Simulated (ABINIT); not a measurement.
# Geometry relaxation, with input and output: AlN (part 2 of 2)

AlN (F-43m, 2 atoms in the cell); Kohn-Sham DFT of a periodic cell, PBE, PseudoDojo NC SR PBE v0.4.1 standard, no spin polarisation (ABINIT 10.8.3); cutoff 1142.88 eV, 8×8×8 k-mesh, fermi-dirac of 0.05 eV. The structure derives from a Materials Project entry.

Geometry of the input (Å; fractional positions):
```
0.0000  2.1840  2.1840
2.1840  0.0000  2.1840
2.1840  2.1840  0.0000
Al 0.0000  0.0000  0.0000
N  0.2500  0.2500  0.2500
```

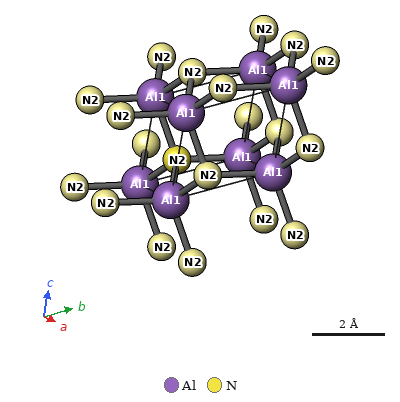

Figure 1. The geometry at step 2 of the log (ball-and-stick view of the cell of the calculation, seen slightly off an axis; neighbours outside the cell are drawn fainter; atoms are numbered from 1 in the order of the input).

## The program's output, continued
```
--- !ResultsGS
iteration_state: {dtset: 1, itime: 2, icycle: 1, }
comment   : Summary of ground state results
lattice_vectors:
- [  0.0000000,   4.1460852,   4.1460852, ]
- [  4.1460852,   0.0000000,   4.1460852, ]
- [  4.1460852,   4.1460852,   0.0000000, ]
lattice_lengths: [   5.86345,    5.86345,    5.86345, ]
lattice_angles: [ 60.000,  60.000,  60.000, ] # degrees, (23, 13, 12)
lattice_volume:   1.4254259E+02
convergence: {deltae: -2.807E-13, res2:  1.005E-14, residm:  1.860E-08, diffor: null, }
etotal    :  -1.27927597E+01
entropy   :   0.00000000E+00
fermie    :   2.35397447E-01
cartesian_stress_tensor: # hartree/bohr^3
- [ -5.72921938E-05,   0.00000000E+00,   0.00000000E+00, ]
- [  0.00000000E+00,  -5.72921938E-05,   0.00000000E+00, ]
- [  0.00000000E+00,   0.00000000E+00,  -5.72921938E-05, ]
pressure_GPa:   1.6856E+00
xred      :
- [  4.6313E-32,   4.6313E-32,  -7.7188E-32, Al]
- [  2.5000E-01,   2.5000E-01,   2.5000E-01,  N]
cartesian_forces: # hartree/bohr
- [ -6.34221496E-32,  -6.34221496E-32,   1.90266449E-31, ]
- [  6.34221496E-32,   6.34221496E-32,  -1.90266449E-31, ]
force_length_stats: {min:   2.10347474E-31, max:   2.10347474E-31, mean:   2.10347474E-31, }
...

 Integrated electronic density in atomic spheres:
 ------------------------------------------------
 Atom  Sphere_radius  Integrated_density
    1        2.00000          1.08304272
    2        2.00000          5.35940298

---OUTPUT-----------------------------------------------------------------------

 Cartesian coordinates (xcart) [bohr]
 -1.28010900949899E-31 -1.28010900949899E-31  3.84032702849698E-31
  2.07304259336792E+00  2.07304259336792E+00  2.07304259336792E+00
 Reduced coordinates (xred)
  4.63126884221164E-32  4.63126884221164E-32 -7.71878140368607E-32
  2.50000000000000E-01  2.50000000000000E-01  2.50000000000000E-01
 Cartesian forces (fcart) [Ha/bohr]; max,rms= 1.90266E-31 1.21444E-31 (free atoms)
 -6.34221496256065E-32 -6.34221496256065E-32  1.90266448876820E-31
  6.34221496256065E-32  6.34221496256065E-32 -1.90266448876819E-31
 Gradient of E wrt nuclear positions in reduced coordinates (gred)
 -5.25907270147341E-31 -5.25907270147341E-31  5.25907270147341E-31
  5.25907270147341E-31  5.25907270147341E-31 -5.25907270147341E-31
 Scale of Primitive Cell (acell) [bohr]
  5.86344990183600E+00  5.86344990183600E+00  5.86344990183600E+00
 Real space primitive translations (rprimd) [bohr]
  0.00000000000000E+00  4.14608518673583E+00  4.14608518673583E+00
  4.14608518673583E+00  0.00000000000000E+00  4.14608518673583E+00
  4.14608518673583E+00  4.14608518673583E+00  0.00000000000000E+00
 Unitary Cell Volume (ucvol) [Bohr^3]=  1.42542594262848E+02
 Angles (23,13,12)= [degrees]
  6.00000000000000E+01  6.00000000000000E+01  6.00000000000000E+01
 Lengths [Bohr]
  5.86344990183600E+00  5.86344990183600E+00  5.86344990183600E+00
 Stress tensor in cartesian coordinates (strten) [Ha/bohr^3]
 -5.72921938344025E-05  0.00000000000000E+00  0.00000000000000E+00
  0.00000000000000E+00 -5.72921938344021E-05  0.00000000000000E+00
  0.00000000000000E+00  0.00000000000000E+00 -5.72921938344025E-05
 Total energy (etotal) [Ha]= -1.27927597287391E+01

 Difference of energy with previous step (new-old):
           Absolute (Ha)=-2.03317E-04
           Relative     =-1.58932E-05

--- Iteration: ( 3/50) Internal Cycle: (1/1)
--------------------------------------------------------------------------------

---SELF-CONSISTENT-FIELD CONVERGENCE--------------------------------------------

--- !BeginCycle
iteration_state: {dtset: 1, itime: 3, icycle: 1, }
solver: {iscf: 7, nstep: 80, nline: 4, wfoptalg: 0, }
tolerances: {tolvrs: 1.00E-12, }
...

     iter   Etot(hartree)      deltaE(h)  residm     vres2
 ETOT  1  -12.792365857915    -1.279E+01 8.771E-07 3.089E+00
 ETOT  2  -12.792425836700    -5.998E-05 4.331E-06 2.284E+00
 ETOT  3  -12.792793651087    -3.678E-04 1.666E-05 9.577E-03
 ETOT  4  -12.792794669874    -1.019E-06 4.861E-07 5.576E-05
 ETOT  5  -12.792794671562    -1.687E-09 4.470E-08 9.220E-07
 ETOT  6  -12.792794671678    -1.164E-10 1.293E-08 9.535E-09
 ETOT  7  -12.792794671679    -4.903E-13 3.987E-09 4.911E-11
 ETOT  8  -12.792794671678     1.705E-13 6.390E-10 1.550E-12
 ETOT  9  -12.792794671678     3.446E-13 1.211E-09 4.342E-15

 At SCF step    9       vres2   =  4.34E-15 < tolvrs=  1.00E-12 =>converged.

 Cartesian components of stress tensor (hartree/bohr^3)
  sigma(1 1)= -1.38011352E-06  sigma(3 2)=  0.00000000E+00
  sigma(2 2)= -1.38011352E-06  sigma(3 1)=  0.00000000E+00
  sigma(3 3)= -1.38011352E-06  sigma(2 1)=  0.00000000E+00

--- !ResultsGS
iteration_state: {dtset: 1, itime: 3, icycle: 1, }
comment   : Summary of ground state results
lattice_vectors:
- [  0.0000000,   4.1576809,   4.1576809, ]
- [  4.1576809,   0.0000000,   4.1576809, ]
- [  4.1576809,   4.1576809,   0.0000000, ]
lattice_lengths: [   5.87985,    5.87985,    5.87985, ]
lattice_angles: [ 60.000,  60.000,  60.000, ] # degrees, (23, 13, 12)
lattice_volume:   1.4374193E+02
convergence: {deltae:  3.446E-13, res2:  4.342E-15, residm:  1.211E-09, diffor: null, }
etotal    :  -1.27927947E+01
entropy   :   0.00000000E+00
fermie    :   2.50716613E-01
cartesian_stress_tensor: # hartree/bohr^3
- [ -1.38011352E-06,   0.00000000E+00,   0.00000000E+00, ]
- [  0.00000000E+00,  -1.38011352E-06,   0.00000000E+00, ]
- [  0.00000000E+00,   0.00000000E+00,  -1.38011352E-06, ]
pressure_GPa:   4.0604E-02
xred      :
- [  8.3650E-32,   8.3650E-32,  -1.3942E-31, Al]
- [  2.5000E-01,   2.5000E-01,   2.5000E-01,  N]
cartesian_forces: # hartree/bohr
- [ -2.52981063E-31,  -2.52981063E-31,   7.58943188E-31, ]
- [  2.52981063E-31,   2.52981063E-31,  -7.58943188E-31, ]
force_length_stats: {min:   8.39043264E-31, max:   8.39043264E-31, mean:   8.39043264E-31, }
...

 Integrated electronic density in atomic spheres:
 ------------------------------------------------
 Atom  Sphere_radius  Integrated_density
    1        2.00000          1.08007315
    2        2.00000          5.35815990

---OUTPUT-----------------------------------------------------------------------

 Cartesian coordinates (xcart) [bohr]
 -2.31858748331276E-31 -2.31858748331276E-31  6.95576244993827E-31
  2.07884046639363E+00  2.07884046639363E+00  2.07884046639363E+00
 Reduced coordinates (xred)
  8.36495460135660E-32  8.36495460135660E-32 -1.39415910022610E-31
  2.50000000000000E-01  2.50000000000000E-01  2.50000000000000E-01
 Cartesian forces (fcart) [Ha/bohr]; max,rms= 7.58943E-31 4.84422E-31 (free atoms)
 -2.52981062591919E-31 -2.52981062591919E-31  7.58943187775758E-31
  2.52981062591919E-31  2.52981062591919E-31 -7.58943187775758E-31
 Gradient of E wrt nuclear positions in reduced coordinates (gred)
 -2.10362908058936E-30 -2.10362908058936E-30  2.10362908058936E-30
  2.10362908058936E-30  2.10362908058936E-30 -2.10362908058936E-30
 Scale of Primitive Cell (acell) [bohr]
  5.87984876316776E+00  5.87984876316776E+00  5.87984876316776E+00
 Real space primitive translations (rprimd) [bohr]
  0.00000000000000E+00  4.15768093278726E+00  4.15768093278726E+00
  4.15768093278726E+00  0.00000000000000E+00  4.15768093278726E+00
  4.15768093278726E+00  4.15768093278726E+00  0.00000000000000E+00
 Unitary Cell Volume (ucvol) [Bohr^3]=  1.43741929114410E+02
 Angles (23,13,12)= [degrees]
  6.00000000000000E+01  6.00000000000000E+01  6.00000000000000E+01
 Lengths [Bohr]
  5.87984876316776E+00  5.87984876316776E+00  5.87984876316776E+00
 Stress tensor in cartesian coordinates (strten) [Ha/bohr^3]
 -1.38011351623422E-06  0.00000000000000E+00  0.00000000000000E+00
  0.00000000000000E+00 -1.38011351623378E-06  0.00000000000000E+00
  0.00000000000000E+00  0.00000000000000E+00 -1.38011351623378E-06
 Total energy (etotal) [Ha]= -1.27927946716780E+01

 Difference of energy with previous step (new-old):
           Absolute (Ha)=-3.49429E-05
           Relative     =-2.73146E-06

--- Iteration: ( 4/50) Internal Cycle: (1/1)
--------------------------------------------------------------------------------

---SELF-CONSISTENT-FIELD CONVERGENCE--------------------------------------------

--- !BeginCycle
iteration_state: {dtset: 1, itime: 4, icycle: 1, }
solver: {iscf: 7, nstep: 80, nline: 4, wfoptalg: 0, }
tolerances: {tolvrs: 1.00E-12, }
...

     iter   Etot(hartree)      deltaE(h)  residm     vres2
 ETOT  1  -12.792794429210    -1.279E+01 2.649E-09 1.896E-03
 ETOT  2  -12.792794466623    -3.741E-08 2.785E-09 1.400E-03
 ETOT  3  -12.792794691915    -2.253E-07 1.034E-08 6.016E-06
 ETOT  4  -12.792794692548    -6.337E-10 3.061E-10 3.214E-08
 ETOT  5  -12.792794692550    -1.505E-12 3.816E-11 4.073E-10
 ETOT  6  -12.792794692550    -1.421E-14 2.070E-11 4.806E-12
 ETOT  7  -12.792794692550    -1.208E-13 1.901E-11 2.996E-14

 At SCF step    7       vres2   =  3.00E-14 < tolvrs=  1.00E-12 =>converged.

 Cartesian components of stress tensor (hartree/bohr^3)
  sigma(1 1)= -1.34433028E-08  sigma(3 2)=  0.00000000E+00
  sigma(2 2)= -1.34433028E-08  sigma(3 1)=  0.00000000E+00
  sigma(3 3)= -1.34433028E-08  sigma(2 1)=  0.00000000E+00

--- !ResultsGS
iteration_state: {dtset: 1, itime: 4, icycle: 1, }
comment   : Summary of ground state results
lattice_vectors:
- [  0.0000000,   4.1579696,   4.1579696, ]
- [  4.1579696,   0.0000000,   4.1579696, ]
- [  4.1579696,   4.1579696,   0.0000000, ]
lattice_lengths: [   5.88026,    5.88026,    5.88026, ]
lattice_angles: [ 60.000,  60.000,  60.000, ] # degrees, (23, 13, 12)
lattice_volume:   1.4377187E+02
convergence: {deltae: -1.208E-13, res2:  2.996E-14, residm:  1.901E-11, diffor: null, }
etotal    :  -1.27927947E+01
entropy   :   0.00000000E+00
fermie    :   2.50620718E-01
cartesian_stress_tensor: # hartree/bohr^3
- [ -1.34433028E-08,   0.00000000E+00,   0.00000000E+00, ]
- [  0.00000000E+00,  -1.34433028E-08,   0.00000000E+00, ]
- [  0.00000000E+00,   0.00000000E+00,  -1.34433028E-08, ]
pressure_GPa:   3.9552E-04
xred      :
- [  1.7893E-31,   1.7893E-31,  -2.9822E-31, Al]
- [  2.5000E-01,   2.5000E-01,   2.5000E-01,  N]
cartesian_forces: # hartree/bohr
- [  2.52963498E-31,   2.52963498E-31,  -7.58890493E-31, ]
- [ -2.52963498E-31,  -2.52963498E-31,   7.58890493E-31, ]
force_length_stats: {min:   8.38985008E-31, max:   8.38985008E-31, mean:   8.38985008E-31, }
...

 Integrated electronic density in atomic spheres:
 ------------------------------------------------
 Atom  Sphere_radius  Integrated_density
    1        2.00000          1.08011864
    2        2.00000          5.35827987

---OUTPUT-----------------------------------------------------------------------

 Cartesian coordinates (xcart) [bohr]
 -4.96001466166654E-31 -4.96001466166654E-31  1.48800439849996E-30
  2.07898481309842E+00  2.07898481309842E+00  2.07898481309842E+00
 Reduced coordinates (xred)
  1.78934014948660E-31  1.78934014948660E-31 -2.98223358247767E-31
  2.50000000000000E-01  2.50000000000000E-01  2.50000000000000E-01
 Cartesian forces (fcart) [Ha/bohr]; max,rms= 7.58890E-31 4.84388E-31 (free atoms)
  2.52963497777338E-31  2.52963497777338E-31 -7.58890493332013E-31
 -2.52963497777338E-31 -2.52963497777338E-31  7.58890493332013E-31
 Gradient of E wrt nuclear positions in reduced coordinates (gred)
  2.10362908058936E-30  2.10362908058936E-30 -2.10362908058936E-30
 -2.10362908058936E-30 -2.10362908058936E-30  2.10362908058936E-30
 Scale of Primitive Cell (acell) [bohr]
  5.88025703730296E+00  5.88025703730296E+00  5.88025703730296E+00
 Real space primitive translations (rprimd) [bohr]
  0.00000000000000E+00  4.15796962619684E+00  4.15796962619684E+00
  4.15796962619684E+00  0.00000000000000E+00  4.15796962619684E+00
  4.15796962619684E+00  4.15796962619684E+00  0.00000000000000E+00
 Unitary Cell Volume (ucvol) [Bohr^3]=  1.43771873857480E+02
 Angles (23,13,12)= [degrees]
  6.00000000000000E+01  6.00000000000000E+01  6.00000000000000E+01
 Lengths [Bohr]
  5.88025703730296E+00  5.88025703730296E+00  5.88025703730296E+00
 Stress tensor in cartesian coordinates (strten) [Ha/bohr^3]
 -1.34433027548439E-08  0.00000000000000E+00  0.00000000000000E+00
  0.00000000000000E+00 -1.34433027548439E-08  0.00000000000000E+00
  0.00000000000000E+00  0.00000000000000E+00 -1.34433027539765E-08
 Total energy (etotal) [Ha]= -1.27927946925500E+01

 Difference of energy with previous step (new-old):
           Absolute (Ha)=-2.08720E-08
           Relative     =-1.63154E-09

 At Broyd/MD step   4, gradients are converged :
  max grad (force/stress) = 1.3443E-06 < tolmxf= 2.0000E-05 ha/bohr (free atoms)

================================================================================

 ----iterations are completed or convergence reached----

 Mean square residual over all n,k,spin=   96.527E-15; max=  19.010E-12
 reduced coordinates (array xred) for    2 atoms
       0.000000000000      0.000000000000     -0.000000000000
       0.250000000000      0.250000000000      0.250000000000
 rms dE/dt=  2.9750E-30; max dE/dt=  4.2073E-30; dE/dt below (all hartree)
    1       0.000000000000      0.000000000000     -0.000000000000
    2       0.000000000000      0.000000000000      0.000000000000

 cartesian coordinates (angstrom) at end:
    1     -0.00000000000000    -0.00000000000000     0.00000000000000
    2      1.10015138415876     1.10015138415876     1.10015138415876

 cartesian forces (hartree/bohr) at end:
    1      0.00000000000000     0.00000000000000    -0.00000000000000
    2     -0.00000000000000    -0.00000000000000     0.00000000000000
 frms,max,avg= 4.8438822E-31 7.5889049E-31   0.000E+00  0.000E+00  0.000E+00 h/b

 cartesian forces (eV/Angstrom) at end:
    1      0.00000000000000     0.00000000000000    -0.00000000000000
    2     -0.00000000000000    -0.00000000000000     0.00000000000000
 frms,max,avg= 2.4908244E-29 3.9023718E-29   0.000E+00  0.000E+00  0.000E+00 e/A
 length scales=  5.880257037303  5.880257037303  5.880257037303 bohr
              =  3.111698016282  3.111698016282  3.111698016282 angstroms
 Fermi (or HOMO) energy (hartree) =   0.25062   Average Vxc (hartree)=  -0.39099
 Eigenvalues (hartree) for nkpt=  29  k points:
 kpt#   1, nband=  8, wtk=  0.00195, kpt=  0.0000  0.0000  0.0000 (reduced coord)
  -0.36271    0.18261    0.18261    0.18261    0.32949    0.63719    0.63719    0.63719
      occupation numbers for kpt#   1
   2.00000    2.00000    2.00000    2.00000    0.00000    0.00000    0.00000    0.00000
 prteigrs : prtvol=0 or 1, do not print more k-points.

--- !EnergyTerms
iteration_state     : {dtset: 1, itime: 4, icycle: 1, }
comment             : Components of total free energy in Hartree
kinetic             :  8.14253969577318E+00
hartree             :  2.84257589586946E+00
xc                  : -4.23447048548840E+00
Ewald energy        : -1.08191861532006E+01
psp_core            :  5.16995926789184E-01
local_psp           : -8.57740738051820E+00
non_local_psp       : -6.63842191774645E-01
internal            : -1.27927946925500E+01
'-kT*entropy'       :  5.58221583697064E-16
total_energy        : -1.27927946925500E+01
total_energy_eV     : -3.48109677544515E+02
band_energy         : -1.17827830476127E-02
...

 Cartesian components of stress tensor (hartree/bohr^3)
  sigma(1 1)= -1.34433028E-08  sigma(3 2)=  0.00000000E+00
  sigma(2 2)= -1.34433028E-08  sigma(3 1)=  0.00000000E+00
  sigma(3 3)= -1.34433028E-08  sigma(2 1)=  0.00000000E+00

-Cartesian components of stress tensor (GPa)         [Pressure=  3.9552E-04 GPa]
- sigma(1 1)= -3.95515622E-04  sigma(3 2)=  0.00000000E+00
- sigma(2 2)= -3.95515622E-04  sigma(3 1)=  0.00000000E+00
- sigma(3 3)= -3.95515622E-04  sigma(2 1)=  0.00000000E+00

== END DATASET(S) ==============================================================
================================================================================

 -outvars: echo values of variables after computation  --------
            acell      5.8802570373E+00  5.8802570373E+00  5.8802570373E+00 Bohr
           etotal     -1.2792794693E+01
            fcart      2.5296349778E-31  2.5296349778E-31 -7.5889049333E-31
                      -2.5296349778E-31 -2.5296349778E-31  7.5889049333E-31
            rprim      0.0000000000E+00  7.0710678119E-01  7.0710678119E-01
                       7.0710678119E-01  0.0000000000E+00  7.0710678119E-01
                       7.0710678119E-01  7.0710678119E-01  0.0000000000E+00
           strten     -1.3443302755E-08 -1.3443302755E-08 -1.3443302754E-08
                       0.0000000000E+00  0.0000000000E+00  0.0000000000E+00
           xangst     -2.6247267229E-31 -2.6247267229E-31  7.8741801688E-31
                       1.1001513842E+00  1.1001513842E+00  1.1001513842E+00
             xred      1.7893401495E-31  1.7893401495E-31 -2.9822335825E-31
                       2.5000000000E-01  2.5000000000E-01  2.5000000000E-01
 Calculation completed.
```

## Trajectory as extended XYZ (Å, eV, eV/Å), 4 frames, from step=0 to step=3
```
2
Lattice="0.0000 2.1840 2.1840 2.1840 0.0000 2.1840 2.1840 2.1840 0.0000" Properties=species:S:1:pos:R:3:forces:R:3 step=0 energy=-348.10319
Al    0.0000    0.0000    0.0000    0.0000   0.0000   0.0000
N     1.0920    1.0920    1.0920    0.0000   0.0000   0.0000
2
Lattice="0.0000 2.1940 2.1940 2.1940 0.0000 2.1940 2.1940 2.1940 0.0000" Properties=species:S:1:pos:R:3:forces:R:3 step=1 energy=-348.10873
Al    0.0000    0.0000    0.0000    0.0000   0.0000   0.0000
N     1.0970    1.0970    1.0970    0.0000   0.0000   0.0000
2
Lattice="0.0000 2.2001 2.2001 2.2001 0.0000 2.2001 2.2001 2.2001 0.0000" Properties=species:S:1:pos:R:3:forces:R:3 step=2 energy=-348.10968
Al    0.0000    0.0000    0.0000    0.0000   0.0000   0.0000
N     1.1001    1.1001    1.1001    0.0000   0.0000   0.0000
2
Lattice="0.0000 2.2003 2.2003 2.2003 0.0000 2.2003 2.2003 2.2003 0.0000" Properties=species:S:1:pos:R:3:forces:R:3 step=3 energy=-348.10968
Al    0.0000    0.0000    0.0000    0.0000   0.0000   0.0000
N     1.1002    1.1002    1.1002    0.0000   0.0000   0.0000
```

## Key numbers

```json
{"quantity": "outcome", "value": "converged"}
{"quantity": "space group (tolerance 0.01 Å)", "value": "F-43m (216)"}
{"quantity": "electrons treated", "value": "8"}
{"quantity": "free energy", "value": "−348.1097 eV"}
{"quantity": "Fermi energy", "value": "6.820 eV"}
{"quantity": "gap on the k-point mesh", "value": "3.31 eV"}
{"quantity": "pressure", "value": "0.00 GPa"}
{"quantity": "final volume", "value": "21.30 Å³"}
{"quantity": "largest force (length of the vector) at the end", "value": "under 0.001 eV/Å"}
{"quantity": "final cell", "value": "a = 3.112 Å, b = 3.112 Å, c = 3.112 Å, α = 60.00°, β = 60.00°, γ = 60.00°"}
{"quantity": "hardware", "value": "1 thread of Arm Neoverse V2, 24 GiB of memory available, shared host"}
{"quantity": "wall time", "value": "47 s"}
{"quantity": "peak memory", "value": "0.08 GiB"}
```
